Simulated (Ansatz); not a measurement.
```
Ti O
1.0
     4.59220    0.00000    0.00000
     0.00000    4.59220    0.00000
     0.00000    0.00000    2.95740
Ti O
2 4
Direct
  0.00000 0.00000 0.00000
  0.50000 0.50000 0.50000
  0.30496 0.30496 0.00000
  0.19504 0.80496 0.50000
  0.69504 0.69504 0.00000
  0.80496 0.19504 0.50000
```

Space group P4_2/mnm; the calculation finds a residual pressure of about 9 GPa at this fixed cell. Effective Hubbard U: 4.0 eV on Ti d.

Method: DFT PBE+U, scalar-relativistic, plane waves, PAW (Ansatz).

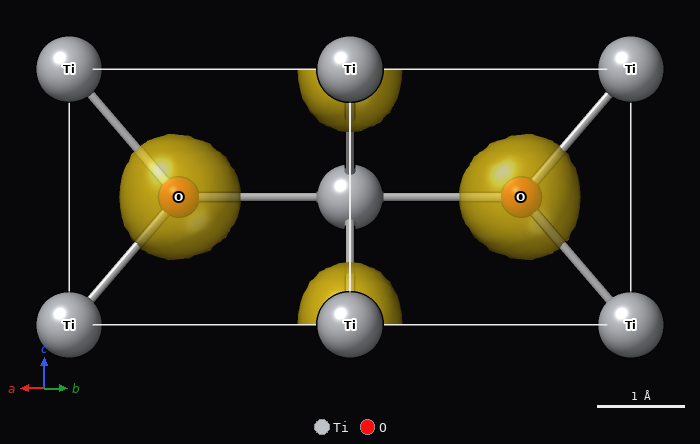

TiO2. Density of the Kohn–Sham states from −3.9 to −1.9 eV about the valence-band maximum (the middle third of the upper valence band), scaled to one electron a cell: yellow surface at 0.04 1/Å³, in the conventional cell seen along [110].

Core electrons are frozen (PAW), so the fields are smoothed inside the atomic spheres.

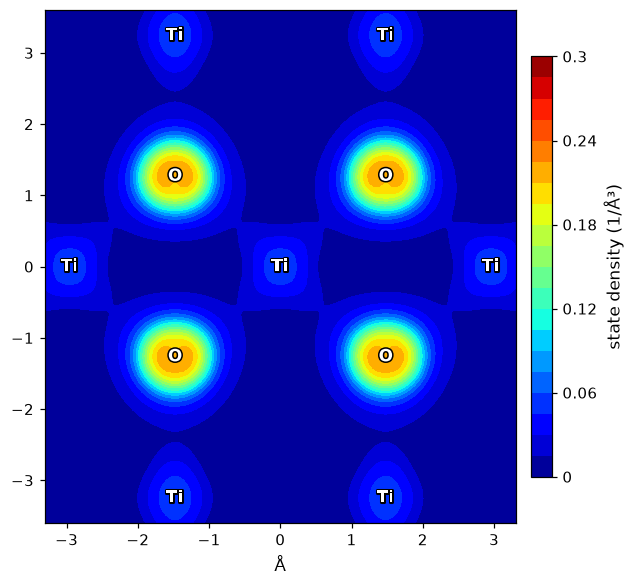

Also shown: a map on the (110) plane of the conventional cell.

Q: Describe these states.

A: Löwdin projections on the PAW files' atomic orbitals give O 2p (85 %) and Ti 3d (15 %).
In space (atomic cells sized by Bader volumes) the density divides as O about 90 % and Ti about 10 %.
